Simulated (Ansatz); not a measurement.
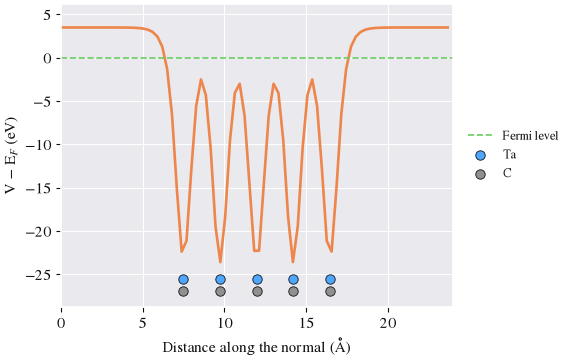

Plane-averaged electrostatic potential energy of an electron across the slab; circles at the bottom mark the heights of the atoms.

The Ansatz input:

```
crystal:
  lattice:
    - [3.1644852942, 0.0, 0.0]
    - [0.0, 3.1644852942, 0.0]
    - [0.0, 0.0, 23.9505160421]
  atoms:
    - { symbol: Ta, position: [0.5, 0.5, 0.3131456536] }
    - { symbol: C, position: [0.0, 0.0, 0.3131456536] }
    - { symbol: Ta, position: [0.0, 0.0, 0.4065728268] }
    - { symbol: C, position: [0.5, 0.5, 0.4065728268] }
    - { symbol: Ta, position: [0.5, 0.5, 0.5] }
    - { symbol: C, position: [0.0, 0.0, 0.5] }
    - { symbol: Ta, position: [0.0, 0.0, 0.5934271732] }
    - { symbol: C, position: [0.5, 0.5, 0.5934271732] }
    - { symbol: Ta, position: [0.5, 0.5, 0.6868543464] }
    - { symbol: C, position: [0.0, 0.0, 0.6868543464] }
basis:
  ecutwfc: 420
kpoints:
  mp_grid: { grid: [5, 5, 1] }
hamiltonian:
  xc: pbe
scf:
  occupations: { method: gaussian, width: 0.1 }
output:
  forces: true
  stress: true
  eigenvalues: true
efield:
  axis: 3
  dipole_correction: true
  ramp_width: 0.04
```

Launched with:
```bash
ansatz run input.yaml --threads 1 --pin off --max-ram 2560MiB --backend cpu --events-out ev --progress --plain --runs-dir out
```

Question: What is the work function?

Answer: The work function is 3.48 eV, the same on both faces. The two vacuum levels agree, so the slab has no net dipole along its normal.

Question: How thick are slab and vacuum?

Answer: The outermost atoms are 9.0 Å apart, which leaves 15.0 Å of vacuum in a cell 24.0 Å high.

The atoms aren't at rest in this cell (largest force 2.7 eV/Å), so the relaxed material can differ. Spin-orbit coupling is left out, which matters for Ta.
